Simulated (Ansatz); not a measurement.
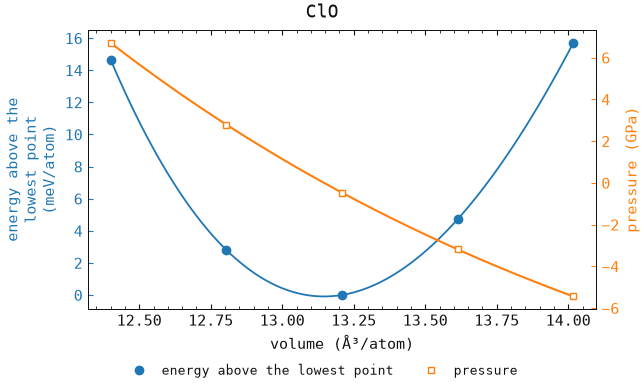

The plot gives the computed energy above the lowest point and pressure against volume for ClO, space group Fm-3m (No. 225) (one of a set of cubic test structures, which need not be the stable phase).

Computed with Ansatz 0.2.0 development build: equation of state of a cubic crystal from periodic Kohn-Sham density functional theory without spin, third-order Birch-Murnaghan fit to the free energies; pressure corrected for the finite basis. Level: r2SCAN.

| setting | value |
| --- | --- |
| structure type | rock salt |
| atoms in cell | 2 |
| space group number | 225 |
| lattice centring | face-centred primitive |
| k mesh | 12×12×12 |
| occupation method | Fermi–Dirac |
| occupation width | 0.1 eV |
| wave cutoff | 1050 eV |
| datasets | hand-made PAW |
| density tolerance | 1e−09 eV |
| bands | 11 |
| density cutoff ratio | 5 |
| search for lower states | default |
| xc grid level | 2 |

Question: What equilibrium volume and bulk modulus follow from the curve?

Answer: A third-order Birch–Murnaghan fit gives V0 = 13.15 Å³/atom, B0 = 99.4 GPa and B′ = 5.0.

Question: What does the pressure do across the range?

Answer: It falls from 6.7 GPa at volume 12.40 Å³/atom to −5.4 GPa at 14.02 Å³/atom, and changes sign near 13.15 Å³/atom.

Limits of the calculation: cubic model structure, not the ambient form; modest k-mesh, values are not fully converged in k; no spin polarisation, a magnetic state may lie lower.
